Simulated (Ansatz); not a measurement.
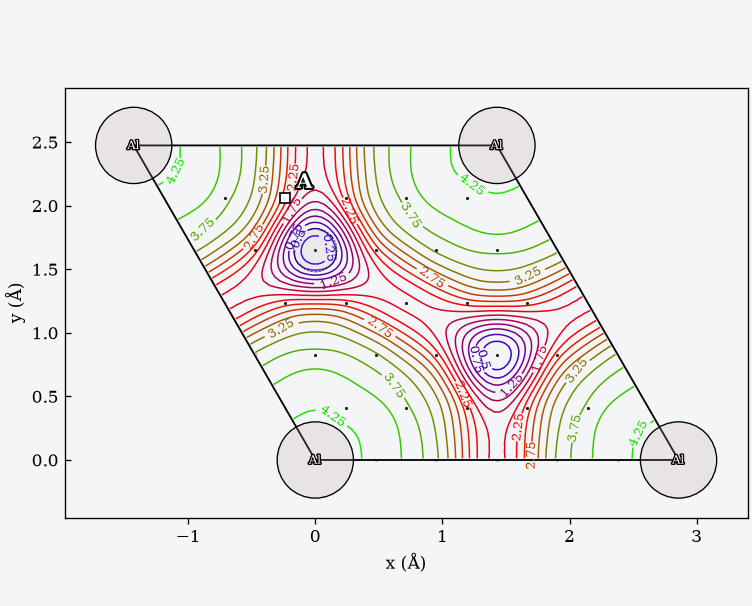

N on an Al(111) slab cut from the Fm-3m phase, its upper half relaxed before the scan (3 atoms of substrate and one adsorbate in a 1 × 1 cell). N is moved over the surface cell; relaxed at each place: the height of the adsorbate's atoms; substrate rigid; the origin of the map has the adsorbate above Al3. Places are given modulo a cell vector. The map is drawn in real space over the plane of the surface. Grid: 6 × 6 points; 10 points were computed and 26 follow by symmetry. Energies: eV, counted from the lowest grid point. With one adsorbate in each 1 × 1 cell, its nearest image is 2.9 Å away, so neighbouring adsorbates interact. Method: DFT PBE, scalar-relativistic, plane waves, PAW in Ansatz. Settings: cutoff 420 eV, k-mesh 9×9×1, gaussian smearing 0.1 eV, no spin polarisation.

The picture shows contour lines labelled in eV, dots at the grid points, labelled circles for the atoms of the top layer and small ones for the second layer, the outline of one cell of the plane, the point A. Between grid points the surface is interpolated.

Question: Which way does the force act at A, and how strong is it?

Answer: A, at (2/6, 5/6) of the cell vectors, is not a stationary point. The computed force is 5.7 eV/Å in the plane, pointing right in the picture (components 5.3 and −2.0 eV/Å).
